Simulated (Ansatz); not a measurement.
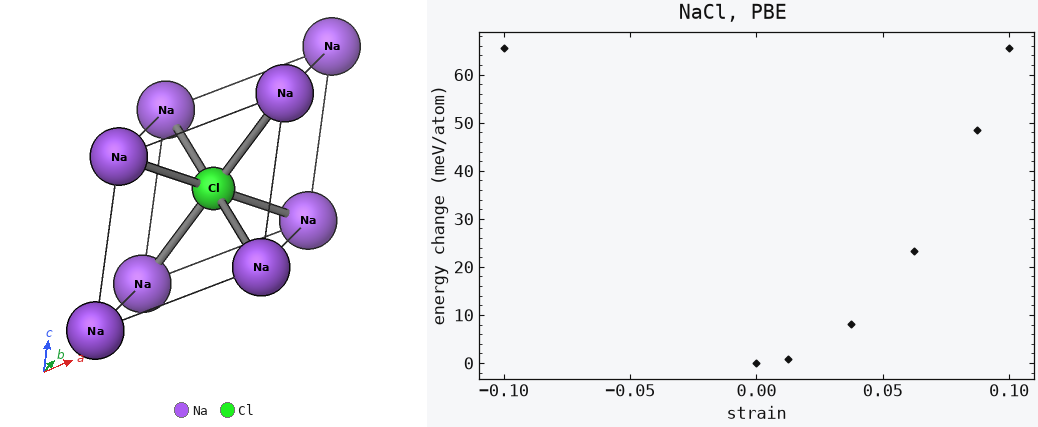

The plot gives the computed energy change against strain for NaCl, space group Fm-3m (No. 225). The cell is drawn beside the plot.

Structure:
```yaml
crystal:
  lattice:
    - [0.00000, 2.83175, 2.83175]
    - [2.83175, 0.00000, 2.83175]
    - [2.83175, 2.83175, 0.00000]
  atoms:
    - { symbol: Na, position: [0.00000, 0.00000, 0.00000] }
    - { symbol: Cl, position: [0.50000, 0.50000, 0.50000] }
```

How it was computed, with Ansatz 0.2.0: homogeneous strain of a crystal along one Voigt pattern with engineering shear, fractional coordinates fixed, by plane-wave density functional theory with PAW datasets, free energies less that of the undisturbed cell; scalar-relativistic. Level: PBE, no spin polarisation.

wave cutoff 420 eV; k mesh 8×8×8; occupations Gaussian; smearing width 0.05 eV; k shift (0, 0, 0) (mesh steps); start as given; strain pattern (1, -1, 0, 0, 0, 0) (xx yy zz yz xz xy with engineering shear).

The points at strain −0.075, −0.025, 0.05 and 0.1 follow from computed ones by symmetry.

The points at strain −0.0750, −0.0500, −0.0250, 0.0250, 0.0500 and 0.0750 are left out of the plot. What values does the calculation give there?

| strain | energy change (meV/atom) |
| --- | --- |
| −0.0750 | 34.49 |
| −0.0500 | 14.58 |
| −0.0250 | 3.54 |
| 0.0250 | 3.54 |
| 0.0500 | 14.58 |
| 0.0750 | 34.49 |

Caveats: reference crystal is not relaxed.
